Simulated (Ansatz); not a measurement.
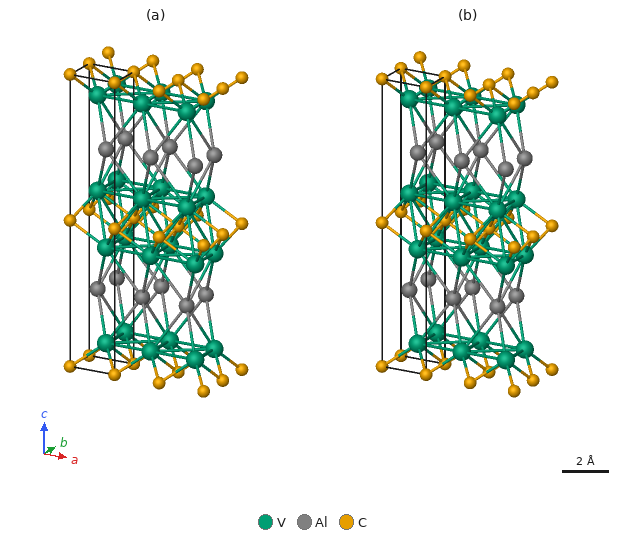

The structure of a crystal of AlV₂C (set up in P6_3/mmc) before (left) and after (right) a relaxation, at one scale.

Style: ball-and-stick. Shown: the cell of the calculation, repeated 3 × 2 × 1 with one cell outlined, slightly off an axis.

The run lets cell and atoms move.

All numbers below come from Kohn-Sham DFT of a periodic cell, LDA, Ansatz PAW in Ansatz.

Input
```yaml
crystal:
  lattice:
    - [2.8875990726, 0.0, 0.0]
    - [-1.4437995363, 2.5007341528, 0.0]
    - [0.0, 0.0, 13.10482311]
  atoms:
    - { symbol: V, position: [0.3333333333, 0.6666666667, 0.91361578], spin: 2.0 }
    - { symbol: V, position: [0.6666666667, 0.3333333333, 0.08638422], spin: 2.0 }
    - { symbol: V, position: [0.6666666667, 0.3333333333, 0.41361578], spin: 2.0 }
    - { symbol: V, position: [0.3333333333, 0.6666666667, 0.58638422], spin: 2.0 }
    - { symbol: Al, position: [0.6666666667, 0.3333333333, 0.75] }
    - { symbol: Al, position: [0.3333333333, 0.6666666667, 0.25] }
    - { symbol: C, position: [0.0, 0.0, 0.5] }
    - { symbol: C, position: [0.0, 0.0, 0.0] }
hamiltonian:
  xc: lda
  pseudopotentials: { kind: paw }
magnetization:
  spin_polarized: true
kpoints:
  mp_grid: { grid: [11, 11, 2] }
scf:
  occupations: { method: fermi_dirac, width: 0.05 }
output:
  forces: true
  stress: true
  eigenvalues: true
  write_density: true
  write_potential: true
  elf: true
  volumetric_format: npy
relax:
  f_tol: 0.01
  max_steps: 40
  cell: { stress_tol: 0.05 }
```

Launched with:
```bash
ansatz run input.yaml --threads 4 --pin off --max-ram 11264MiB --backend cpu --events-out ev --progress --plain --runs-dir out
```

### Summarise the run.

The largest moves relative to the cell, 0.010 Å, are those of V atoms. C and Al stay in place. The drawn cell changes as follows: a = b 2.888 → 2.856 Å (−1.1 %), c 13.105 → 12.900 Å (−1.6 %); the volume changes by −3.7 %. Near-neighbour distances that change, for instance: V–V 2.812 → 2.757 Å, V–V 2.888 → 2.856 Å, C–V 2.015 → 1.985 Å, Al–V 2.716 → 2.686 Å. The space group stays P6_3/mmc (No. 194). Over 4 accepted moves (6 points after the start) the energy falls by 14.3 meV per atom. The largest force component goes from 0.66 to 0.00014 eV/Å. The pressure goes from −8.76 to 0.00 GPa. At 2 points the geometry stayed and the basis and grid were re-selected for the new cell (energy shift of 0.5 meV per atom at most each time). The program noted that the starting moments weren't kept. Cost: 110 s on 4 threads of Intel(R) Xeon(R) Processor @ 2.50GHz (Skylake/Cascade Lake), with other jobs on the host, peak memory 0.62 GiB.
